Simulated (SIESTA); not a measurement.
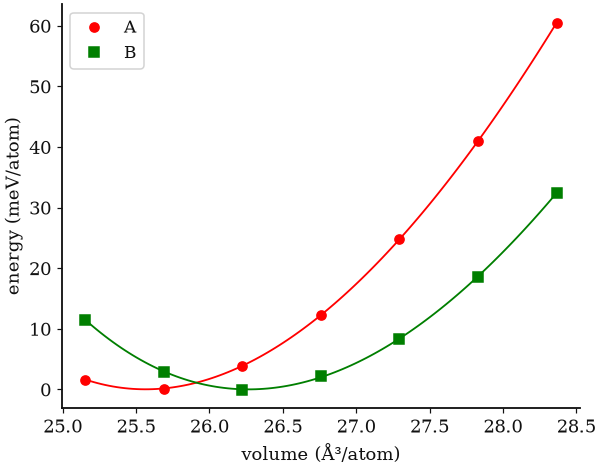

The figure compares two calculations of the energy against volume, each curve from its own zero. The first is for TiTe₂, space group P-3m1 (No. 164).

The cell holds 3 atoms.

Method: DFT in numerical atomic orbitals with pseudopotentials, no spin polarisation; energies at scaled volumes of the given cell, shape and fractions fixed, counted from the fit's minimum, third-order Birch-Murnaghan fit (SIESTA 5.4.2). Level: PBEsol.

- k mesh: 8×8×4
- occupations: Fermi–Dirac
- smearing width: 0.05 eV
- potentials: PseudoDojo 0.4 standard, converted to PSML, two zetas on semicore shells
- program settings: basis DZP, mesh cutoff 800 Ry

In the second, the level changes from PBEsol to LDA.

Question: Which of A and B is the second calculation, and what did the change do?

Answer: A. The equilibrium volume falls from 26.27 to 25.56 Å³/atom (−2.7 %) and the bulk modulus rises from 71.8 to 76.3 GPa (+6.3 %).

For both, limits of the calculation: mulliken charges of long orbitals; shape and atomic fractions are frozen while scaling, which makes layered, chain and framework solids too stiff.

V0 and the bulk modulus come from third-order Birch–Murnaghan fits.
